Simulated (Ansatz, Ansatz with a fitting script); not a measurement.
## CdS (Greenockite): converging an RPA energy

Wanted: convergence and cost of the RPA correlation energy of CdS (Greenockite).

Program: Ansatz 0.2.0. Level of theory: EXX+RPA on LDA, plane waves, norm-conserving pseudopotentials. Results are calculated unless marked as measured.

The database entry behind the starting cell differs from later determinations by our own check (about 0.35 % long), so it need not match the best structure at ambient conditions.

In doubt: RPA on norm-conserving files with a d shell is listed as unsure, so the values of those runs are not to be relied on.

### Step 1. The structure

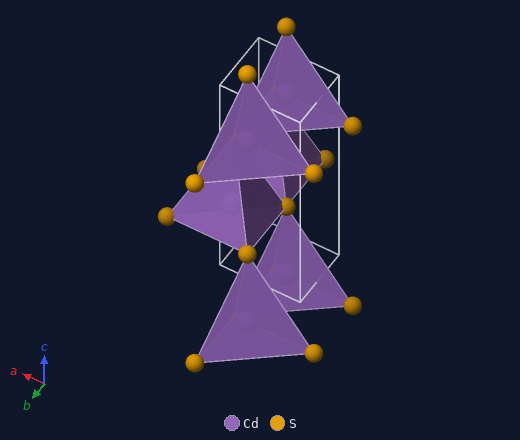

The starting structure, seen from a free direction (cadmium purple, sulfur orange). 1×2×1 cells are drawn. Some periodic images of atoms are drawn too.

The cell and positions come from the Crystallography Open Database and are kept as given unless a step says otherwise.

### Step 2. Base settings, 3×3×2 mesh, cutoffs to 160 eV, 461 empty bands

The RPA correlation energy is summed at several response cutoffs, since it converges slowly from above.

File input.yaml:

```yaml
crystal:
  lattice:
    - [4.15, 0.0, 0.0]
    - [-2.075, 3.59400543, 0.0]
    - [0.0, 0.0, 6.737]
  atoms:
    - { symbol: Cd, position: [0.33333333, 0.66666667, 0.0] }
    - { symbol: Cd, position: [0.66666667, 0.33333333, 0.5] }
    - { symbol: S, position: [0.33333333, 0.66666667, 0.375] }
    - { symbol: S, position: [0.66666667, 0.33333333, 0.875] }
kpoints:
  mp_grid: { grid: [3, 3, 2] }
hamiltonian:
  xc: lda
  pseudopotentials: { kind: nc, xc_functional: pbe }
scf:
  occupations: { method: fixed }
  convergence: { dr2_threshold: 1.0e-09 }
output:
  rpa_energy:
    ecut_chi_ladder: [96, 112, 128, 144, 160]
    long_wavelength: optical_limit
    n_empty_bands: 461
basis:
  ecutwfc: 1071.0
  xc_grid: 3
```

Launch:

```console
ansatz run input.yaml --threads 8 --pin off --max-ram 18432MiB --backend cpu --events-out ev --progress --plain --runs-dir out
```

What it wrote:

```text
Engine: ansatz 0.2.0, aarch64-unknown-linux-gnu
Pseudopotentials: kind: nc
Pseudopotential: Cd, nc, valence charge 20, recommended cutoff 1071 eV (normal), Cd.nc.azcp
Pseudopotential: S, nc, valence charge 6, recommended cutoff 770 eV (normal), S.nc.azcp (PseudoDojo's, or run here from an input of PseudoDojo's: the run reads no file of this project's for it)
Functional definition: SPW92
  exchange = slater_x
  correlation = pw_c
Crystal: 4 atoms, lattice volume = 100.483 Å³
Basis set: ecut = 1071 eV, 7979 PW (Γ), exchange–correlation on 135×135×216 points (27 copies of the dense FFT grid, shifted against one another)
Bands: 32, of which v1, the nominal top of the filled ones, is band 26 counted from 1 (25 counted from 0)
Symmetry: 12 space group operations
Space group: P63mc (ITA 186), of the structure as read, at distance tolerance 4.6e-5 Å
k-points: 6 of 18
Non-local potential: Cd, projectors of the file, l = 0: 2, l = 1: 2, l = 2: 2, l = 3: 1
Non-local potential: S, projectors of the file, l = 0: 2, l = 1: 2, l = 2: 2
Initial density: superposition of atomic densities (chi_scale 0.1, normalization cell, long waves kept (reshape's long-wave potential 0.00 eV rms))
Initial wavefunctions: pseudopotential atomic-orbital guess
Functional: x = slater, c = lda
SCF iter   1: F=—  HF=-10120.445608 eV  |F-HF|=—  |Δ(HF+E_count)|=         —  Δρ=2.40e-2  dr2=3.73e-1  ethr=3.10e-3  ⟨swp⟩=6.8  Hψ=778  notcnv=0  defer=23
preconditioner: auto → Resta (q_TF=auto, 2.445 Å⁻¹)  ε∞=4.7  [insulator: Δε(μ)=1.011 eV  Ē_g=11.621 eV  n_scr=22 (ndim 8)  ℏωp=22.2 eV  f_vac=0.075  ε∞_Penn≈4.7]
SCF iter   2: F=—  HF=-10120.370287 eV  |F-HF|=—  |Δ(HF+E_count)|=   7.53e-2  Δρ=1.25e-2  dr2=1.13e-1  ethr=7.17e-4  ⟨swp⟩=1.3  Hψ=242  notcnv=0  defer=23
SCF iter   3: F=—  HF=-10120.343974 eV  |F-HF|=—  |Δ(HF+E_count)|=   2.63e-2  Δρ=2.12e-3  dr2=5.29e-3  ethr=2.18e-4  ⟨swp⟩=2.3  Hψ=224  notcnv=0  defer=23
SCF iter   4: F=—  HF=-10120.343514 eV  |F-HF|=—  |Δ(HF+E_count)|=   4.60e-4  Δρ=8.17e-4  dr2=5.72e-4  ethr=1.02e-5  ⟨swp⟩=3.7  Hψ=393  notcnv=0  defer=23
SCF iter   5: F=—  HF=-10120.343701 eV  |F-HF|=—  |Δ(HF+E_count)|=   1.87e-4  Δρ=4.06e-4  dr2=1.13e-4  ethr=1.10e-6  ⟨swp⟩=2.5  Hψ=323  notcnv=0  defer=23
SCF iter   6: F=—  HF=-10120.343675 eV  |F-HF|=—  |Δ(HF+E_count)|=   2.60e-5  Δρ=1.17e-4  dr2=6.70e-6  ethr=2.18e-7  ⟨swp⟩=3.3  Hψ=325  notcnv=0  defer=22
SCF iter   7: F=—  HF=-10120.343677 eV  |F-HF|=—  |Δ(HF+E_count)|=   1.66e-6  Δρ=5.00e-5  dr2=1.34e-6  ethr=1.29e-8  ⟨swp⟩=3.5  Hψ=406  notcnv=0  defer=21
SCF iter   8: F=—  HF=-10120.343676 eV  |F-HF|=—  |Δ(HF+E_count)|=   3.30e-7  Δρ=8.91e-6  dr2=5.30e-8  ethr=2.58e-9  ⟨swp⟩=2.8  Hψ=384  notcnv=0  defer=21
SCF iter   9: F=—  HF=-10120.343676 eV  |F-HF|=—  |Δ(HF+E_count)|=   2.75e-9  Δρ=1.04e-6  dr2=1.37e-9  ethr=1.02e-10  ⟨swp⟩=2.8  Hψ=392  notcnv=0  defer=21
SCF iter  10: F=-10120.343676 eV  HF=-10120.343676 eV  |F-HF|=0.00e0  |Δ(HF+E_count)|=  2.80e-10  Δρ=2.91e-7  dr2=6.06e-11  ethr=1.92e-12  ⟨swp⟩=12.8  Hψ=1024  notcnv=0
SCF 1 converged in 10 iterations: F = -10120.343676 eV  dr2 = 6.06e-11
NSCF: frozen V_eff on 6 k-points
EXX+RPA screening: q 1/6 (q-point 3)
EXX+RPA screening: q 2/6 (q-point 4)
EXX+RPA screening: q 3/6 (q-point 5)
EXX+RPA screening: q 4/6 (q-point 6)
EXX+RPA screening: q 5/6 (q-point 2)
EXX+RPA screening: q 6/6 (q-point 1)
NSCF: frozen V_eff on 1 k-points
NSCF: frozen V_eff on 1 k-points
SCF converged after 10 iterations
Free energy (F): -10120.343676 eV
Harris-Foulkes:  -10120.343676 eV  (|F-HF|=0.00e0)
Internal energy: -10120.343676 eV  (E = F + TS)
E sigma→0 (E₀):  -10120.343676 eV
Fermi energy:    6.643639 eV
--- Per-component energies (eV) ---
  E_band       = -1028.451842
  E_kinetic    = 3454.669359
  E_local      = -10672.086915  (includes V_loc(G=0)·N_el)
  E_nonlocal   = 411.492059
  E_hartree    = 3542.254146
  E_xc         = -1474.280102
  E_vxc        = -1307.034306  (∫ρ·V_xc dr)
  E_ewald      = -5382.392223
  E_smearing   = -0.000000  (= −TS)
  E_closure    = 0.000000  (closes the sum)
  Σ components = -10120.343676   (vs F -10120.343676, Δ=0.00e0)
--- Band table (eV; the first three rows and the last of 6) ---
  k-point 0: bands = [... 22 lower, 5.8567, 6.5870, 6.6436, 6.6436, 7.4954, 9.1084, 12.8335, 12.8335, ... 2 higher]
  k-point 1: bands = [... 22 lower, 6.2349, 6.2349, 6.2349, 6.2349, 9.1890, 9.1890, 12.5474, 12.5474, ... 2 higher]
  k-point 2: bands = [... 22 lower, 4.0246, 4.9775, 5.7754, 6.0733, 9.7996, 10.3483, 11.7464, 12.5869, ... 2 higher]
  k-point 5: bands = [... 22 lower, 4.1571, 4.1571, 5.4923, 5.4923, 10.7572, 10.7572, 12.4632, 12.4632, ... 2 higher]
--- EXX+RPA: 3×3×2 mesh (6 irreducible q, 52/108 k–q pairs), 487 bands' worth read of 492 solved (the sum completed by the states above those read; Γ's head and wings end at those read), 26 occupied, 13 to 15 frequency nodes, the response taken to reach 896.6 eV, pair-density box ratio 4, q→0 included in E_x (Coulomb truncated on the Wigner–Seitz cell) and E_c (k·p head, wings) ---
  smallest occupied→empty transition 8.518e-1 eV, smallest direct gap 8.518e-1 eV
  indirect gap at most 8.518e-1 eV, over 6 k-points of the mesh
  q→0 term of E_c: -0.353 eV. Its linear part alone, which the term's logarithm partly gives back, by the exact frequency integral: -0.704 eV, with the singular values of its first-order overlaps capped at one, above which no states can give them; of that, -0.083 eV (11.7 %) stands at the cap, where the true value lies between nought and that figure. Uncapped it would be -0.832 eV. The k-point off which, with its ima [...]
  bands read: the sum over 487 bands ends inside a degenerate multiplet in 3 slots, whose members it reads at an even weight; the widest, k=1: bands 485 to 488 (counted from 1) at 3/4 each
  E_x                     =      -888.979375 eV
  E_xc[n_v+n_c], E_xc[n_v] =     -1474.280100, -936.411901 eV (parent functional, the pass's orbitals; any nonlocal part keeps n_c)
  E_c ladder  E_cut^χ (eV)   ⟨N_G⟩      E_cut^sphere (eV)      E_c (eV)
                   96.00      214.5             95.97        -49.688129
                  112.00      272.6            112.60        -53.502590
                  128.00      330.7            128.08        -56.509552
                  144.00      391.5            143.32        -59.092436
                  160.00      459.8            159.55        -61.512027
  E_c(E_cut→∞)            =       -71.198844 ± 0.925080 eV  (E_cut^-3/2 fit over 5 rungs)
  S(q), 5 of 5 wave vectors   |q| (1/Å)       S_0(q)   S_0 (bands read)   S_RPA(q)   (top rung; structure_factors; the frequency nodes sum S_0 to within 4.8e-7)
    ( 0.0000,  0.0000,  0.5000)    0.46632     0.040794           0.040658   0.019996
    ( 0.0000,  0.3333,  0.0000)    0.58275     0.059790           0.059574   0.030703
    ( 0.0000,  0.3333,  0.5000)    0.74636     0.091122           0.090754   0.049444
    ( 0.3333,  0.3333,  0.0000)    1.00935     0.145499           0.144770   0.085720
    ( 0.3333,  0.3333,  0.5000)    1.11186     0.167584           0.166668   0.101933
  core–valence xc dropped  : E_EXX =     -9535.042951 eV   E_EXX+RPA =     -9606.241795 eV
  core–valence xc semilocal: E_EXX =    -10072.911150 eV   E_EXX+RPA =    -10144.109994 eV
```

It took 1.8 min on 8 threads of Arm Neoverse V2, shared host; peak memory 7.4 GiB; 13 min of CPU time.

This step gave:

```yaml
exact_exchange_energy: -888.9794 eV
rpa_correlation_energy: -71.1988 eV
```

Extrapolated from these cutoffs, the correlation energy is -17.80 eV per atom (fit error 0.23); such a limit moves with the range of cutoffs.

RPA ladder, by row:

```csv
response cutoff (eV),mean plane waves,sphere-equivalent cutoff (eV),correlation energy (eV)
96,214.5,95.97,-49.69
112,272.6,112.6,-53.5
128,330.7,128.1,-56.51
144,391.5,143.3,-59.09
160,459.8,159.5,-61.51
```

### Step 3. Base settings, 3×3×2 mesh, cutoffs to 160 eV, 484 empty bands, volume +5 %

The cell differs from the one that the last finished run ended in (a 4.150 → 4.218 Å, b 4.150 → 4.218 Å, c 6.737 → 6.847 Å).

Edit input.yaml of step 2 so:

```diff
@@ -2,5 +2,5 @@
   lattice:
-    - [4.15, 0.0, 0.0]
-    - [-2.075, 3.59400543, 0.0]
-    - [0.0, 0.0, 6.737]
+    - [4.2180448808, 0.0, 0.0]
+    - [-2.1090224404, 3.6529340254, 0.0]
+    - [0.0, 0.0, 6.8474622559]
   atoms:
@@ -22,3 +22,3 @@
     long_wavelength: optical_limit
-    n_empty_bands: 461
+    n_empty_bands: 484
 basis:
```

What it wrote:

```text
[...]
Crystal: 4 atoms, lattice volume = 105.507 Å³
Basis set: ecut = 1071 eV, 8389 PW (Γ), exchange–correlation on 144×144×225 points (27 copies of the dense FFT grid, shifted against one another)
Bands: 32, of which v1, the nominal top of the filled ones, is band 26 counted from 1 (25 counted from 0)
Symmetry: 12 space group operations
[...]
k-points: 6 of 18
[...]
( 0.0000,  0.3333,  0.0000)    0.57335     0.058889           0.058681   0.030226
    ( 0.0000,  0.3333,  0.5000)    0.73432     0.089750           0.089397   0.048676
    ( 0.3333,  0.3333,  0.0000)    0.99306     0.143373           0.142674   0.084388
    ( 0.3333,  0.3333,  0.5000)    1.09392     0.165122           0.164245   0.100342
  core–valence xc dropped  : E_EXX =     -9535.162617 eV   E_EXX+RPA =     -9606.204192 eV
  core–valence xc semilocal: E_EXX =    -10072.983804 eV   E_EXX+RPA =    -10144.025378 eV
[key lines of the parts left out:]
SCF converged after 10 iterations
Free energy (F): -10120.225982 eV
Fermi energy:    5.975681 eV
```

Run time: 2 min. Hardware: 8 threads; peak memory 8.1 GiB; 15 min of CPU time.

Numbers from this step:

```yaml
exact_exchange_energy: -887.9284 eV
rpa_correlation_energy: -71.0416 eV
```

Extrapolated from these cutoffs, the correlation energy is -17.76 eV per atom (fit error 0.23); such a limit moves with the range of cutoffs.

RPA ladder, by row:

| response cutoff (eV) | mean plane waves | sphere-equivalent cutoff (eV) | correlation energy (eV) |
| --- | --- | --- | --- |
| 96 | 222.8 | 95.28 | -49.36 |
| 112 | 281.3 | 111.3 | -53.08 |
| 128 | 347.7 | 128.2 | -56.39 |
| 144 | 417.5 | 144.8 | -59.18 |
| 160 | 484.6 | 159.9 | -61.41 |

### Step 4. Response cutoff, 3×3×2 mesh, cutoffs to 90 eV, 194 empty bands

input.yaml, the sections that differ from step 3:

```yaml
crystal:
  lattice:
    - [4.15, 0.0, 0.0]
    - [-2.075, 3.59400543, 0.0]
    - [0.0, 0.0, 6.737]
  atoms:
    - { symbol: Cd, position: [0.33333333, 0.66666667, 0.0] }
    - { symbol: Cd, position: [0.66666667, 0.33333333, 0.5] }
    - { symbol: S, position: [0.33333333, 0.66666667, 0.375] }
    - { symbol: S, position: [0.66666667, 0.33333333, 0.875] }
output:
  rpa_energy:
    ecut_chi_ladder: [54, 63, 72, 81, 90]
    long_wavelength: optical_limit
    n_empty_bands: 194
# kpoints, hamiltonian, scf, basis: as in step 3
```

What it wrote:

```text
[...]
Crystal: 4 atoms, lattice volume = 100.483 Å³
Basis set: ecut = 1071 eV, 7979 PW (Γ), exchange–correlation on 135×135×216 points (27 copies of the dense FFT grid, shifted against one another)
Bands: 32, of which v1, the nominal top of the filled ones, is band 26 counted from 1 (25 counted from 0)
Symmetry: 12 space group operations
[...]
k-points: 6 of 18
[...]
( 0.0000,  0.3333,  0.0000)    0.58275     0.059790           0.059002   0.030743
    ( 0.0000,  0.3333,  0.5000)    0.74636     0.091122           0.089752   0.049504
    ( 0.3333,  0.3333,  0.0000)    1.00935     0.145499           0.142697   0.085827
    ( 0.3333,  0.3333,  0.5000)    1.11186     0.167584           0.164003   0.102077
  core–valence xc dropped  : E_EXX =     -9535.042951 eV   E_EXX+RPA =     -9592.939251 eV
  core–valence xc semilocal: E_EXX =    -10072.911150 eV   E_EXX+RPA =    -10130.807450 eV
[key lines of the parts left out:]
SCF converged after 10 iterations
Free energy (F): -10120.343676 eV
Fermi energy:    6.643639 eV
```

The job ended after 31 s (8 threads; peak memory 2.8 GiB; 3.8 min of CPU time).

Numbers from this step:

```yaml
exact_exchange_energy: -888.9794 eV
rpa_correlation_energy: -57.8963 eV
```

Extrapolated from these cutoffs, the correlation energy is -14.47 eV per atom (fit error 0.27); such a limit moves with the range of cutoffs.

### Step 5. Response cutoff, 3×3×2 mesh, cutoffs to 90 eV, 204 empty bands, volume +5 %

Edit input.yaml of step 4 so:

```diff
@@ -2,5 +2,5 @@
   lattice:
-    - [4.15, 0.0, 0.0]
-    - [-2.075, 3.59400543, 0.0]
-    - [0.0, 0.0, 6.737]
+    - [4.2180448808, 0.0, 0.0]
+    - [-2.1090224404, 3.6529340254, 0.0]
+    - [0.0, 0.0, 6.8474622559]
   atoms:
@@ -22,3 +22,3 @@
     long_wavelength: optical_limit
-    n_empty_bands: 194
+    n_empty_bands: 204
 basis:
```

What it wrote:

```text
[...]
Crystal: 4 atoms, lattice volume = 105.507 Å³
Basis set: ecut = 1071 eV, 8389 PW (Γ), exchange–correlation on 144×144×225 points (27 copies of the dense FFT grid, shifted against one another)
Bands: 32, of which v1, the nominal top of the filled ones, is band 26 counted from 1 (25 counted from 0)
Symmetry: 12 space group operations
[...]
k-points: 6 of 18
[...]
( 0.0000,  0.3333,  0.0000)    0.57335     0.058889           0.058134   0.030267
    ( 0.0000,  0.3333,  0.5000)    0.73432     0.089750           0.088441   0.048739
    ( 0.3333,  0.3333,  0.0000)    0.99306     0.143373           0.140703   0.084502
    ( 0.3333,  0.3333,  0.5000)    1.09392     0.165122           0.161718   0.100492
  core–valence xc dropped  : E_EXX =     -9535.162617 eV   E_EXX+RPA =     -9592.909494 eV
  core–valence xc semilocal: E_EXX =    -10072.983804 eV   E_EXX+RPA =    -10130.730680 eV
[key lines of the parts left out:]
SCF converged after 10 iterations
Free energy (F): -10120.225982 eV
Fermi energy:    5.975681 eV
```

The job ended after 34 s (8 threads; peak memory 3.1 GiB).

This step gave:

```
exact exchange energy  : -887.9284 eV
RPA correlation energy : -57.7469 eV
```

Extrapolated from these cutoffs, the correlation energy is -14.44 eV per atom (fit error 0.28); such a limit moves with the range of cutoffs.

### Step 6. Response cutoff, 3×3×2 mesh, cutoffs to 240 eV, 848 empty bands

input.yaml, the sections that differ from step 5:

```yaml
crystal:
  lattice:
    - [4.15, 0.0, 0.0]
    - [-2.075, 3.59400543, 0.0]
    - [0.0, 0.0, 6.737]
  atoms:
    - { symbol: Cd, position: [0.33333333, 0.66666667, 0.0] }
    - { symbol: Cd, position: [0.66666667, 0.33333333, 0.5] }
    - { symbol: S, position: [0.33333333, 0.66666667, 0.375] }
    - { symbol: S, position: [0.66666667, 0.33333333, 0.875] }
output:
  rpa_energy:
    ecut_chi_ladder: [144, 168, 192, 216, 240]
    long_wavelength: optical_limit
    n_empty_bands: 848
# kpoints, hamiltonian, scf, basis: as in step 5
```

What it wrote:

```text
[...]
Crystal: 4 atoms, lattice volume = 100.483 Å³
Basis set: ecut = 1071 eV, 7979 PW (Γ), exchange–correlation on 135×135×216 points (27 copies of the dense FFT grid, shifted against one another)
Bands: 32, of which v1, the nominal top of the filled ones, is band 26 counted from 1 (25 counted from 0)
Symmetry: 12 space group operations
[...]
k-points: 6 of 18
[...]
( 0.0000,  0.3333,  0.0000)    0.58275     0.059790           0.059690   0.030688
    ( 0.0000,  0.3333,  0.5000)    0.74636     0.091122           0.090955   0.049421
    ( 0.3333,  0.3333,  0.0000)    1.00935     0.145499           0.145183   0.085681
    ( 0.3333,  0.3333,  0.5000)    1.11186     0.167584           0.167193   0.101882
  core–valence xc dropped  : E_EXX =     -9535.042951 eV   E_EXX+RPA =     -9614.126736 eV
  core–valence xc semilocal: E_EXX =    -10072.911150 eV   E_EXX+RPA =    -10151.994935 eV
[key lines of the parts left out:]
SCF converged after 10 iterations
Free energy (F): -10120.343676 eV
Fermi energy:    6.643639 eV
```

The job ended after 6.3 min (8 threads; peak memory 14 GiB; 47 min of CPU time).

This step gave:

| Quantity | Value |
| --- | --- |
| exact exchange energy | -888.9794 eV |
| RPA correlation energy | -79.0838 eV |

Extrapolated from these cutoffs, the correlation energy is -19.77 eV per atom (fit error 0.21); such a limit moves with the range of cutoffs.

### Step 7. Response cutoff, 3×3×2 mesh, cutoffs to 240 eV, 890 empty bands, volume +5 %

Edit input.yaml of step 6 so:

```diff
@@ -2,5 +2,5 @@
   lattice:
-    - [4.15, 0.0, 0.0]
-    - [-2.075, 3.59400543, 0.0]
-    - [0.0, 0.0, 6.737]
+    - [4.2180448808, 0.0, 0.0]
+    - [-2.1090224404, 3.6529340254, 0.0]
+    - [0.0, 0.0, 6.8474622559]
   atoms:
@@ -22,3 +22,3 @@
     long_wavelength: optical_limit
-    n_empty_bands: 848
+    n_empty_bands: 890
 basis:
```

What it wrote:

```text
[...]
Crystal: 4 atoms, lattice volume = 105.507 Å³
Basis set: ecut = 1071 eV, 8389 PW (Γ), exchange–correlation on 144×144×225 points (27 copies of the dense FFT grid, shifted against one another)
Bands: 32, of which v1, the nominal top of the filled ones, is band 26 counted from 1 (25 counted from 0)
Symmetry: 12 space group operations
[...]
k-points: 6 of 18
[...]
( 0.0000,  0.3333,  0.0000)    0.57335     0.058889           0.058793   0.030213
    ( 0.0000,  0.3333,  0.5000)    0.73432     0.089750           0.089589   0.048653
    ( 0.3333,  0.3333,  0.0000)    0.99306     0.143373           0.143068   0.084348
    ( 0.3333,  0.3333,  0.5000)    1.09392     0.165122           0.164744   0.100293
  core–valence xc dropped  : E_EXX =     -9535.162617 eV   E_EXX+RPA =     -9614.198439 eV
  core–valence xc semilocal: E_EXX =    -10072.983804 eV   E_EXX+RPA =    -10152.019626 eV
[key lines of the parts left out:]
SCF converged after 10 iterations
Free energy (F): -10120.225982 eV
Fermi energy:    5.975681 eV
```

The job ended after 8.5 min (8 threads; peak memory 17 GiB; 59 min of CPU time).

This step gave:

| Property | Result |
| --- | --- |
| exact exchange energy | -887.9284 eV |
| RPA correlation energy | -79.0358 eV |

Extrapolated from these cutoffs, the correlation energy is -19.76 eV per atom (fit error 0.20); such a limit moves with the range of cutoffs.

(Continued in part 2 of 3.)

[Paths, hosts, dates, memory and timing lines, banners, echoed tables and standing remarks are left out of the program output.]

[Logs are printed without paths, hosts, clocks, repeated set-up lines and the standing remarks that a program may print on its own settings, such as how far it seeks lower states.]

[Runs of the session that timed out or met a known fault of the program may be left out.]

[Hosts, paths, dates, database ids (printed as entryN), source tags and the programs' standing remarks are cut or masked in the printed files.]
